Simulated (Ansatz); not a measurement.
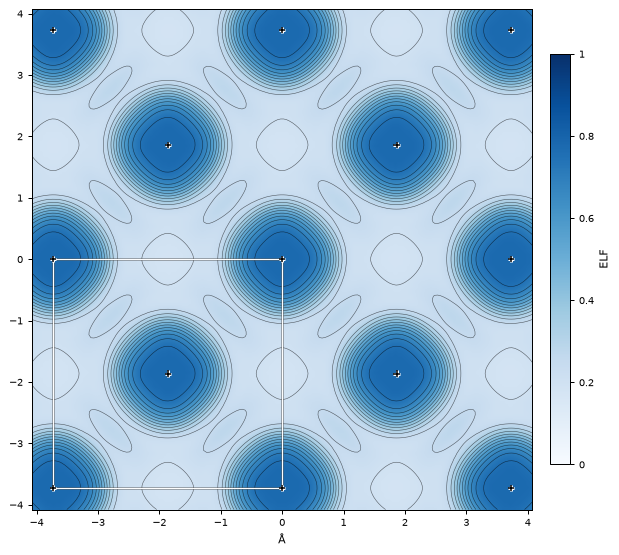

The electron localisation function on a plane through atoms (crosses mark nuclei in the plane).

The calculation used Ansatz, DFT, LDA, PAW with Ansatz's default frozen-core files, scalar-relativistic; relaxation of cell and atoms.

Candidates:
A. Rh, a = 3.73 Å, b = 3.73 Å, c = 3.73 Å, α = 90.00°, β = 90.00°, γ = 90.00°. Space group Fm-3m; computed pressure about 7 GPa in this cell; computed without spin polarisation.
B. InSb, a = 6.41 Å, b = 6.41 Å, c = 6.41 Å, α = 90.00°, β = 90.00°, γ = 90.00°. Space group F-43m.

### Which candidate gave the map?

Candidate A: Rh on the (100) plane of the conventional cell, which holds Rh. Rh–Rh (2.64 Å): the ELF is about 0.25 at the midpoint; no shared electron pair shows on this line.
